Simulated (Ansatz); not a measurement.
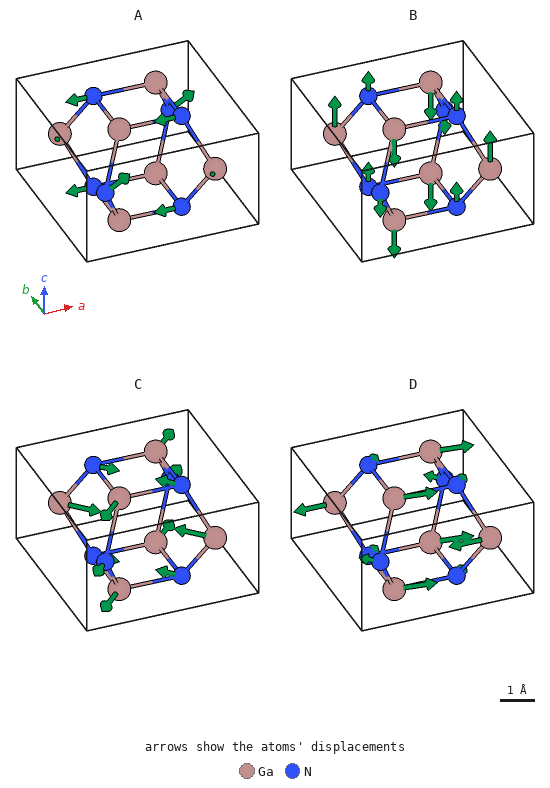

Four optical modes of solid GaN (a generated structure) at the zone centre, in no order (one member of each degenerate set). Displacements are drawn as green arrows; their common scale and sign are arbitrary. A ball-and-stick model of the cell of the calculation, seen from a free direction.

All numbers below come from DFT PBE, scalar-relativistic, plane waves, PAW (Ansatz 0.2.0). (plane-wave cutoff 420 eV; k-point mesh 6 × 6 × 8; occupations fixed; no spin polarisation)

Frequencies are those without the non-analytic (LO–TO) term.

**Order them from the lowest to the highest frequency (imaginary ones first).**

B (187 cm⁻¹), C (224 cm⁻¹), D (276 cm⁻¹), A (604 cm⁻¹). B, B₁u: All motion is along c; atoms of one kind move against one another, with no net shift of any sublattice; it mainly bends the Ga–N bonds; the kinetic energy is shared as Ga 93 %, N 7 %. C, A₁g: Atoms of one kind move against one another, with no net shift of any sublattice; it mainly bends the Ga–N bonds; the kinetic energy is shared as Ga 93 %, N 7 %. D, E_u: The kinetic energy is shared as Ga 97 %, N 3 %. A, E_u: It stretches the Ga–N bonds (2.00 Å); the kinetic energy is shared as N 97 %, Ga 3 %.
